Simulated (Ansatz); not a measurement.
ZnS

```xyz
2
Lattice="-4.1759 0.0000 0.0000 0.0000 0.0000 -5.6099 0.0000 -5.7324 0.0000" Properties=species:S:1:pos:R:3 pbc="T T T"
Zn    0.0000   -2.8662   -2.8049
S    -2.0880   -2.8662   -2.8049
```

Space group Pmmm; a structure generated by program, which may or may not match a known phase.

All numbers below come from DFT PBE, scalar-relativistic, plane waves, PAW (Ansatz).

The density is the valence pseudo-density of a PAW calculation; it isn't the true density close to the nuclei.

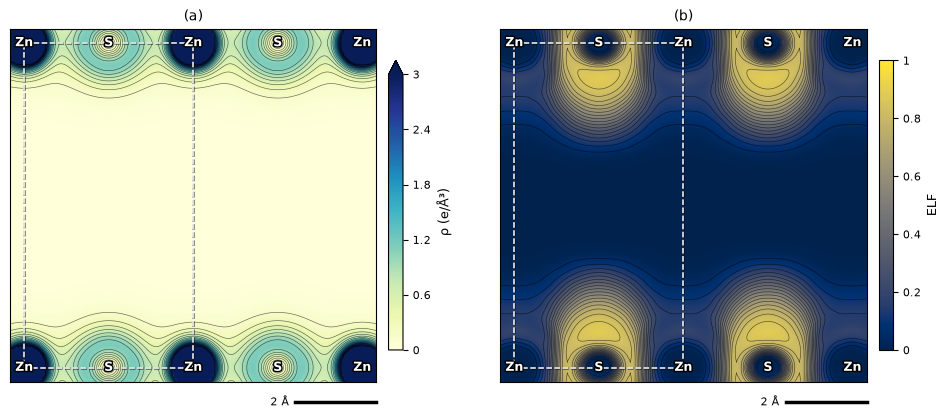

Figure 1. (a) valence electron density; (b) electron localisation function on the (011̄) plane of the conventional cell.

### Describe what can be read from this map.

Atoms in the plane: Zn and S. Zn–S (2.09 Å): ρ at the midpoint is about 0.76 e/Å³; the ELF peaks at about 0.80 in the valence shell of S, 0.8 Å from its nucleus, and is about 0.55 at the midpoint. The density dies away to nearly zero in the voids. The ELF also peaks beside S, away from the bonds: lone-pair regions.

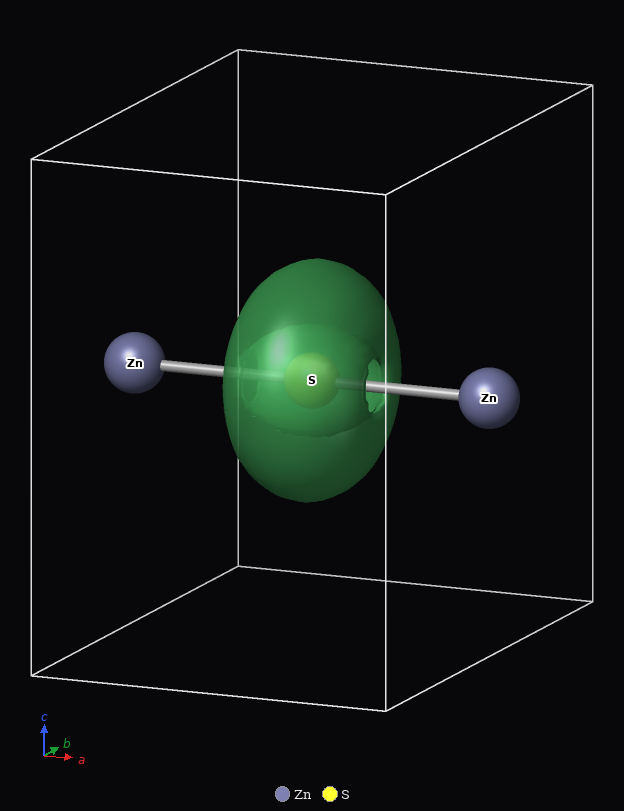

Figure 2. Isosurface of the electron localisation function at 0.8 (green), seen slightly off an axis. Only the valence region is drawn (cores and ρ < 0.01 e/Å³ removed). Sticks mark near contacts.

### Where are the electrons localised?

The ELF exceeds this value in one region wrapped around S (its valence shell), counted in one cell of 2 atoms. Any copies at cell faces, edges or corners count once.

### Metal or insulator at this level of theory?

It is gapped, with a Kohn–Sham gap of 1.4 eV on the k-point mesh, an upper bound to the gap of this method.

### How much charge does the calculation move between the atoms?

Electrons move from Zn towards S. Bader charges: Zn +0.93 and S −0.93 e.
